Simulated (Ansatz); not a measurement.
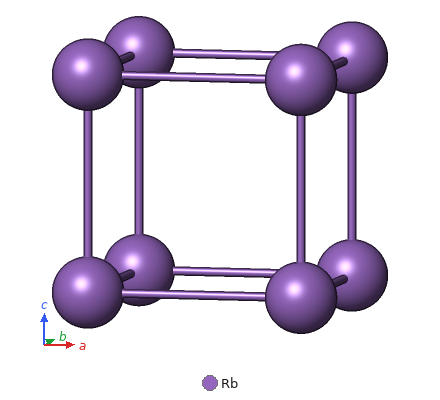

The structure; the drawing may span several cells.

Structure (in its standard cell), the input geometry of an electronic-structure calculation (not necessarily at equilibrium); the starting structure was generated, so it need not be a known form of this composition:

```xyz
1
Lattice="4.7846 0.0000 0.0000 0.0000 4.7846 0.0000 0.0000 0.0000 4.7846" Properties=species:S:1:pos:R:3 pbc="T T T"
Rb    0.0000    0.0000    0.0000
```

### Predict the [210] zone-axis pattern (100 kV, kinematic, B = 0.8 Å²).

The spots form a rectangular net whose two shortest vectors correspond to d = 4.78 Å and 2.14 Å, 90.0° apart. They are 0 0 1 and 1 -2 0. The pattern has symmetry 2mm. No reflection of this zone is absent.

Strongest reflections with d > 0.80 Å, one of each family (|F|² from tabulated Gaussian fits of the electron scattering factors, times a small damping for the curvature of the Ewald sphere):

```csv
hkl,d (Å),I (strongest = 100)
0 0 1,4.785,100
0 0 2,2.392,36
1 -2 0,2.140,29
1 -2 1,1.953,24
1 -2 2,1.595,15
0 0 3,1.595,15
```

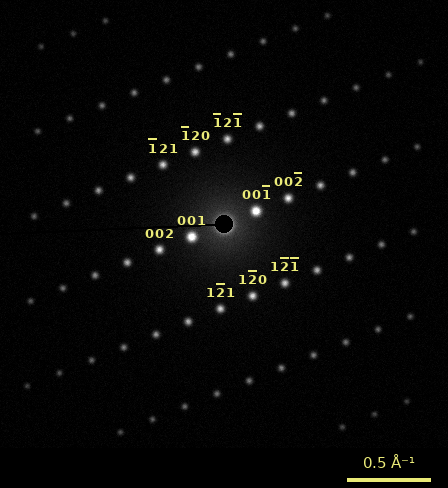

Calculated pattern, seen from the source side with [210] pointing towards the source.
